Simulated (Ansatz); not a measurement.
Geometry relaxation, with input and output: PtS2 (part 1 of 2)

System: PtS2 (P-3m1, 3 atoms in the cell).
Method: DFT PBE+D3(BJ), scalar-relativistic, plane waves, PAW, no spin polarisation (Ansatz 0.2.0).

The structure derives from an entry of the Crystallography Open Database. Figures and captions count atoms from 1; the log counts them from 0 in places.

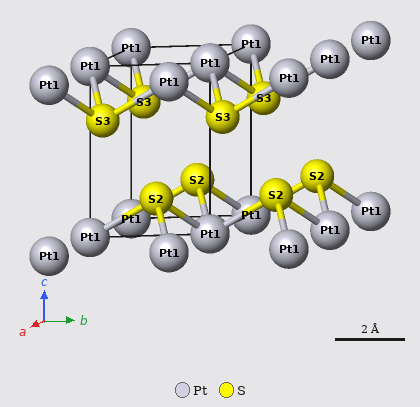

Figure 1. The starting structure (ball-and-stick view of the cell of the calculation, repeated 2 × 2 × 1, seen slightly off an axis; atoms are numbered from 1 in the order of the input).

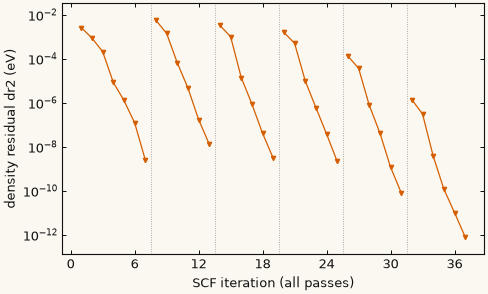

Figure 2. Convergence of the self-consistent field: density residual dr2 against the SCF iteration. The dotted lines part the SCF passes of the relaxation: geometry steps, rejected trials and re-solves on a re-selected basis. The 6 passes take 6 to 7 iterations each, 37 in all.

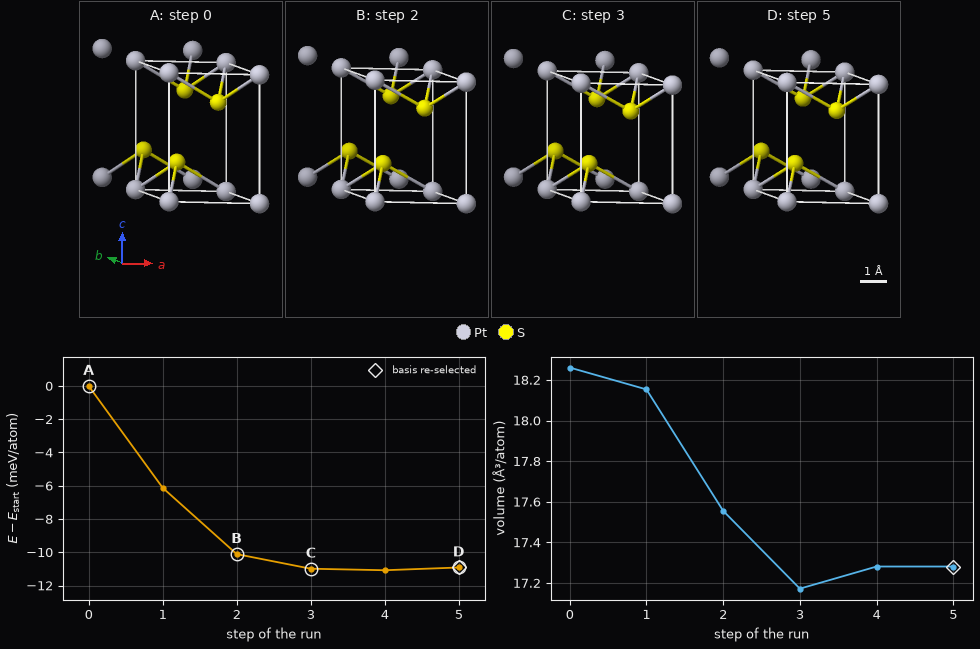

Figure 3. Frames of the relaxation (ball-and-stick view of the cell of the calculation, repeated 1 × 2 × 1, seen slightly off an axis) above the curves, on which the letters mark them (the first geometry is step 0 here and step 1 in the log).

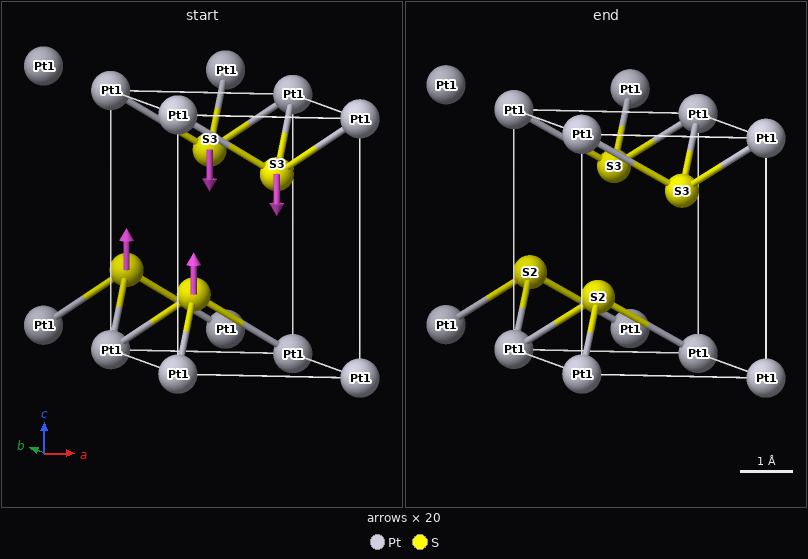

Figure 4. Before (left) and after (right) the relaxation, at one scale (ball-and-stick view of the cell of the calculation, repeated 1 × 2 × 1, seen slightly off an axis). The pink arrows give the displacements (without the part carried along by the change of the cell), magnified 20 times. The largest moves relative to the cell, 0.041 Å, are those of S2 and S3. Pt stays in place. The drawn cell changes as follows: a = b 3.543 → 3.583 Å (+1.1 %), c 5.039 → 4.662 Å (−7.5 %); the volume changes by −5.4 %. Distances before and after: Pt1–S2 2.402 → 2.395 Å. The space group stays P-3m1 (No. 164). After 4 geometry steps the energy has fallen by 11.1 meV per atom. The largest force component goes from 0.3 to 0.0032 eV/Å. The pressure goes from −1.47 to −0.02 GPa. A last SCF at the same geometry on a re-selected plane-wave basis shifts the energy by +0.2 meV per atom. (Atoms are counted from 1 in the order of the input.)

The input that produced these results follows, with the program's output.

Input file:
```yaml
crystal:
  lattice:
    - [3.5431994758, 0.0, 0.0]
    - [-1.7715997379, 3.0685007567, 0.0]
    - [0.0, 0.0, 5.0388]
  atoms:
    - { symbol: Pt, position: [0.0, 0.0, 0.0] }
    - { symbol: S, position: [0.3333333333, 0.6666666667, 0.25] }
    - { symbol: S, position: [0.6666666667, 0.3333333333, 0.75] }
basis:
  ecutwfc: 420
kpoints:
  mp_grid: { grid: [12, 12, 8] }
hamiltonian:
  xc: pbe
  dispersion: d3bj
scf:
  occupations: { method: gaussian, width: 0.02 }
output:
  forces: true
  stress: true
  eigenvalues: true
relax:
  adjacent_minimum: "off"
  f_tol: 0.005
  max_steps: 80
  cell: { stress_tol: 0.05 }
```

Launch command:
```bash
ansatz run input.yaml --threads 4 --pin off --max-ram 2560MiB --backend cpu --events-out ev --progress --plain --runs-dir out
```

Log:
```
Engine: ansatz 0.2.0, x86_64-unknown-linux-gnu
Pseudopotentials: kind: paw
Pseudopotential: Pt, paw, valence charge 18, recommended cutoff 420 eV (normal), Pt.paw.azcp
Pseudopotential: S, paw, valence charge 6, recommended cutoff 420 eV (normal), S.paw.azcp
Functional definition: PBE
  parameter kappa = 0.804
  parameter beta = 0.06672455060314922
  exchange = pbe_x(kappa = kappa, mu = beta*pi^2/3)
  correlation = pbe_c(beta = beta)
Crystal: 3 atoms, lattice volume = 54.783 Å³
Basis set: ecut = 420 eV, 1043 PW (Γ), exchange–correlation on 48×48×72 points (8 copies of the dense FFT grid, shifted against one another)
Bands: 19, of which v1, the nominal top of the filled ones, is band 15 counted from 1 (14 counted from 0)
Symmetry: 12 space group operations
Space group: P-3m1 (ITA 164), of the structure as read, at distance tolerance 3.8e-5 Å
k-points: 131 of 1152
Non-local potential: Pt, projectors of the file, l = 0: 3, l = 1: 2, l = 2: 2, l = 3: 1
Non-local potential: S, projectors of the file, l = 0: 2, l = 1: 2, l = 2: 2
PAW form: soft (Blöchl's): semilocal exchange-correlation on the pseudo side does not see the compensation charge
PAW one-centre angular grid: Pt, 590 points (default); XC on 64 Gauss nodes
PAW one-centre angular grid: S, 110 points (default); XC on 64 Gauss nodes
Initial density: superposition of atomic densities (neutral atoms: chi_scale 0, normalization atom), corrected by the library's trained network
Initial wavefunctions: pseudopotential atomic-orbital guess
Functional: x = pbe(κ = 0.804, μ = 0.2195149727645171), c = pbe(β = 0.06672455060314922)
SCF iter   1: F=—  HF=-14329.433855 eV  |F-HF|=—  |Δ(HF+E_count)|=         —  Δρ=3.11e-3  dr2=2.63e-3  ethr=1.77e-3  ⟨swp⟩=5.9  Hψ=12712  notcnv=0
preconditioner: auto → Resta (q_TF=auto, 2.468 Å⁻¹)  ε∞=7.1  [insulator: Δε(μ)=0.574 eV  Ē_g=9.540 eV  σ=0.020 eV  W_gap=1.00  n_scr=20 (ndim 8)  ℏωp=23.5 eV  f_vac=0.011  D(μ)=0.00/eV (n_scr^D=0)  ε∞_Penn≈7.1]
SCF iter   2: F=—  HF=-14329.434629 eV  |F-HF|=—  |Δ(HF+E_count)|=   7.74e-4  Δρ=1.54e-3  dr2=8.82e-4  ethr=8.76e-6  ⟨swp⟩=2.0  Hψ=5488  notcnv=0
SCF iter   3: F=—  HF=-14329.434892 eV  |F-HF|=—  |Δ(HF+E_count)|=   2.63e-4  Δρ=6.37e-4  dr2=2.13e-4  ethr=2.94e-6  ⟨swp⟩=2.1  Hψ=3927  notcnv=0
SCF iter   4: F=—  HF=-14329.434888 eV  |F-HF|=—  |Δ(HF+E_count)|=   3.96e-6  Δρ=1.42e-4  dr2=8.53e-6  ethr=7.11e-7  ⟨swp⟩=2.6  Hψ=4011  notcnv=0
SCF iter   5: F=—  HF=-14329.434964 eV  |F-HF|=—  |Δ(HF+E_count)|=   7.57e-5  Δρ=4.17e-5  dr2=1.29e-6  ethr=2.84e-8  ⟨swp⟩=2.0  Hψ=3615  notcnv=0
SCF iter   6: F=—  HF=-14329.434965 eV  |F-HF|=—  |Δ(HF+E_count)|=   1.23e-6  Δρ=1.29e-5  dr2=1.24e-7  ethr=4.29e-9  ⟨swp⟩=2.0  Hψ=3866  notcnv=0
SCF iter   7: F=-14329.434965 eV  HF=-14329.434965 eV  |F-HF|=4.79e-9  |Δ(HF+E_count)|=   8.98e-8  Δρ=2.24e-6  dr2=2.56e-9  ethr=3.33e-10  ⟨swp⟩=4.9  Hψ=9787  notcnv=0
SCF 1 converged in 7 iterations: F = -14329.434965 eV  dr2 = 2.56e-9
  greatest PAW one-centre occupation: 1.000 electrons in one spin orbital (limit 2), on the Pt atom at site 0 (counted from 0), in its partial waves of l = 0
relax step   1: F+E_penalty+E_count = -14329.43496548 eV  Δ(F+E_penalty+E_count) = +0.000e0 eV  max|allowed force component| = 3.018e-1 eV/Å  Δτ_max = 0.0000 Å  P = -1.472 GPa  Ω = 54.783 Å³  (7 SCF iters, dr2 threshold 1.00e-7 eV, accepted)
Crystal: 3 atoms, lattice volume = 54.460 Å³
Basis set: ecut = 420 eV, 1055 PW (Γ), exchange–correlation on 48×48×72 points (8 copies of the dense FFT grid, shifted against one another)
Initial density: handed on by an earlier stage of this run
Initial wavefunctions: those handed on with the density
iter 1 solved again at ethr=1.76e-5 eV; its pass at ethr=3.10e-3 eV (dr2=5.29e-3 eV) is discarded
SCF iter   1: F=—  HF=-14329.453873 eV  |F-HF|=—  |Δ(HF+E_count)|=         —  Δρ=4.17e-3  dr2=5.67e-3  ethr=1.76e-5  ⟨swp⟩=2.0  Hψ=15899  notcnv=0
preconditioner: auto → Resta (q_TF=auto, 2.470 Å⁻¹)  ε∞=7.1  [insulator: Δε(μ)=0.494 eV  Ē_g=9.593 eV  σ=0.020 eV  W_gap=1.00  n_scr=20 (ndim 8)  ℏωp=23.6 eV  f_vac=0.010  D(μ)=0.00/eV (n_scr^D=0)  ε∞_Penn≈7.1]
SCF iter   2: F=—  HF=-14329.453466 eV  |F-HF|=—  |Δ(HF+E_count)|=   4.07e-4  Δρ=2.20e-3  dr2=1.44e-3  ethr=1.76e-5  ⟨swp⟩=1.0  Hψ=2489  notcnv=0
SCF iter   3: F=—  HF=-14329.453320 eV  |F-HF|=—  |Δ(HF+E_count)|=   1.46e-4  Δρ=2.51e-4  dr2=6.62e-5  ethr=4.79e-6  ⟨swp⟩=2.6  Hψ=3474  notcnv=0
SCF iter   4: F=—  HF=-14329.453340 eV  |F-HF|=—  |Δ(HF+E_count)|=   2.02e-5  Δρ=8.17e-5  dr2=4.71e-6  ethr=2.21e-7  ⟨swp⟩=2.2  Hψ=3311  notcnv=0
iter 5 did not close the SCF: its close was put off for the readings that it lacked (scf_convergence_deferred on its scf_iter line)
SCF iter   5: F=-14329.453343 eV  HF=-14329.453342 eV  |F-HF|=3.09e-7  |Δ(HF+E_count)|=   2.14e-6  Δρ=1.80e-5  dr2=1.74e-7  ethr=1.57e-8  ⟨swp⟩=2.0  Hψ=3664  notcnv=0
SCF iter   6: F=-14329.453343 eV  HF=-14329.453343 eV  |F-HF|=2.23e-8  |Δ(HF+E_count)|=   3.35e-7  Δρ=4.28e-6  dr2=1.32e-8  ethr=5.79e-10  ⟨swp⟩=2.0  Hψ=8908  notcnv=0
SCF 2 converged in 6 iterations: F = -14329.453343 eV  dr2 = 1.32e-8
relax step   2: F+E_penalty+E_count = -14329.45334278 eV  Δ(F+E_penalty+E_count) = -1.838e-2 eV  max|allowed force component| = 1.440e-1 eV/Å  Δτ_max = 0.0230 Å  P = -0.581 GPa  Ω = 54.460 Å³  energy of the carried Pulay correction = +6.114e-5 eV  (6 SCF iters, dr2 threshold 3.00e-7 eV, accepted)
Crystal: 3 atoms, lattice volume = 52.667 Å³
Basis set: ecut = 420 eV, 1005 PW (Γ), exchange–correlation on 48×48×72 points (8 copies of the dense FFT grid, shifted against one another)
iter 1 solved again at ethr=1.19e-5 eV; its pass at ethr=3.10e-3 eV (dr2=3.57e-3 eV) is discarded
SCF iter   1: F=—  HF=-14329.465508 eV  |F-HF|=—  |Δ(HF+E_count)|=         —  Δρ=3.65e-3  dr2=3.33e-3  ethr=1.19e-5  ⟨swp⟩=2.6  Hψ=16046  notcnv=0
preconditioner: auto → Resta (q_TF=auto, 2.484 Å⁻¹)  ε∞=7.2  [insulator: Δε(μ)=0.239 eV  Ē_g=9.656 eV  σ=0.020 eV  W_gap=1.00  n_scr=20 (ndim 8)  ℏωp=24.0 eV  f_vac=0.005  D(μ)=0.00/eV (n_scr^D=0)  ε∞_Penn≈7.2]
SCF iter   2: F=—  HF=-14329.465321 eV  |F-HF|=—  |Δ(HF+E_count)|=   1.87e-4  Δρ=2.01e-3  dr2=1.02e-3  ethr=1.11e-5  ⟨swp⟩=1.0  Hψ=2489  notcnv=0
SCF iter   3: F=—  HF=-14329.465283 eV  |F-HF|=—  |Δ(HF+E_count)|=   3.85e-5  Δρ=1.63e-4  dr2=1.41e-5  ethr=3.42e-6  ⟨swp⟩=1.2  Hψ=2795  notcnv=0
SCF iter   4: F=—  HF=-14329.465297 eV  |F-HF|=—  |Δ(HF+E_count)|=   1.47e-5  Δρ=4.65e-5  dr2=8.80e-7  ethr=4.71e-8  ⟨swp⟩=2.2  Hψ=3847  notcnv=0
iter 5 did not close the SCF: its close was put off for the readings that it lacked (scf_convergence_deferred on its scf_iter line)
SCF iter   5: F=-14329.465298 eV  HF=-14329.465298 eV  |F-HF|=3.99e-8  |Δ(HF+E_count)|=   3.06e-7  Δρ=1.01e-5  dr2=4.10e-8  ethr=2.93e-9  ⟨swp⟩=2.0  Hψ=3631  notcnv=0
SCF iter   6: F=-14329.465298 eV  HF=-14329.465298 eV  |F-HF|=3.78e-9  |Δ(HF+E_count)|=   4.37e-8  Δρ=2.30e-6  dr2=3.04e-9  ethr=1.37e-10  ⟨swp⟩=2.0  Hψ=8532  notcnv=0
SCF 3 converged in 6 iterations: F = -14329.465298 eV  dr2 = 3.04e-9
relax step   3: F+E_penalty+E_count = -14329.46529774 eV  Δ(F+E_penalty+E_count) = -1.195e-2 eV  max|allowed force component| = 1.111e-1 eV/Å  Δτ_max = 0.0394 Å  P = +0.387 GPa  Ω = 52.667 Å³  energy of the carried Pulay correction = +4.072e-4 eV  (6 SCF iters, dr2 threshold 3.00e-7 eV, accepted)
Crystal: 3 atoms, lattice volume = 51.517 Å³
Basis set: ecut = 420 eV, 993 PW (Γ), exchange–correlation on 48×48×72 points (8 copies of the dense FFT grid, shifted against one another)
iter 1 solved again at ethr=5.74e-6 eV; its pass at ethr=3.10e-3 eV (dr2=1.72e-3 eV) is discarded
```
